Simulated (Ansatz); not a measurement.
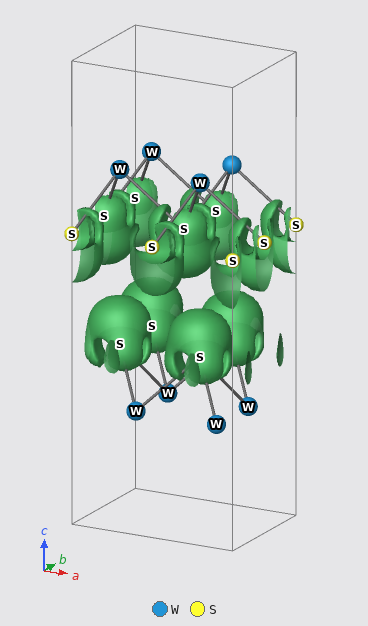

Figure. WS (slab). Isosurface of the ELF at 0.8 (green), seen slightly off an axis. Only the valence region is drawn (cores and ρ < 0.01 e/Å³ removed). Sticks mark near contacts.

Not relaxed (largest force 0.8 eV/Å).

Level of theory: DFT PBEsol, scalar-relativistic, plane waves, PAW (Ansatz).

In a PAW calculation such maps are meaningful between the atoms, not at the nuclei.

Question: Describe the localisation domains.

Answer: The ELF exceeds this value in two regions wrapped around S (the valence shell of each), counted in one cell of 4 atoms. Counts are for one cell; the picture repeats the cell along the surface. Profiles from the grid: W–S (2.40 Å): the ELF peaks at about 0.85 in the valence shell of S, 0.8 Å from its nucleus, and is about 0.45 at the midpoint.
